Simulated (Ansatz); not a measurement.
TiSi

```
Ti Si
1.0
     3.60079    0.00000    0.00000
     0.00000    7.57856    0.00000
     0.00000    0.00000    4.14290
Ti Si
4 4
Direct
  0.00000 0.50000 0.05075
  0.50000 0.50000 0.55075
  0.50000 0.00000 0.55075
  0.00000 0.00000 0.05075
  0.00000 0.75000 0.55075
  0.00000 0.25000 0.55075
  0.50000 0.25000 0.05075
  0.50000 0.75000 0.05075
```

Space group Cmmm; computed without spin polarisation.

Level of theory: Ansatz 0.2.0, DFT PBEsol, scalar-relativistic, plane waves, PAW.

Core electrons are frozen (PAW), and the valence fields are smoothed inside the atomic spheres.

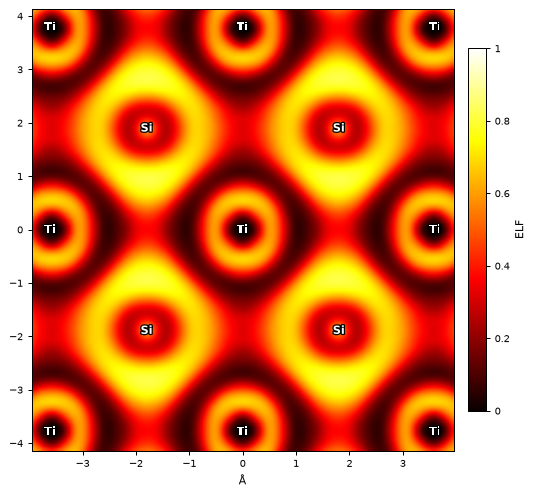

Figure 1. ELF on the (001) plane of the calculation cell.

### Describe what can be read from this map.

The plane passes through Ti and Si nuclei. Ti–Si (2.61 Å): the ELF peaks at about 0.75 in the valence shell of Si, 0.9 Å from its nucleus, and is about 0.40 at the midpoint. The features right at Ti lie inside the PAW spheres, where the map follows smoothed inner orbitals and isn't to be read closely.

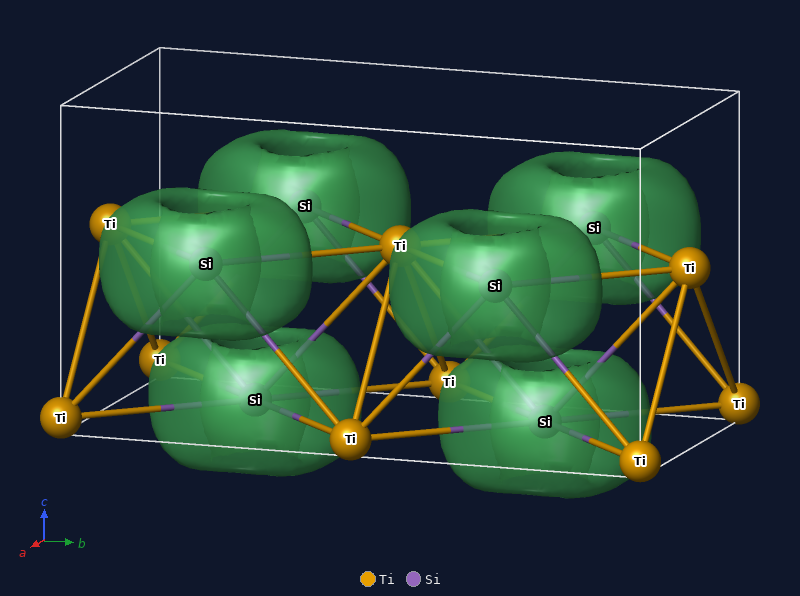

Figure 2. Isosurface of the electron localisation function at 0.65 (green), seen at an oblique angle. Only the valence region is drawn (cores and ρ < 0.01 e/Å³ removed). Sticks mark near contacts.

### What do the ELF domains correspond to?

The surface consists of four regions wrapped around Si (the valence shell of each), counted in one cell of 8 atoms. Any copies at cell faces, edges or corners count once. Along the contacts the grid gives the following. Ti–Ti (2.74 Å): the ELF is about 0.30 at the midpoint.

### Does the calculation give a band gap?

It is gapless in this calculation (a metal or semimetal).
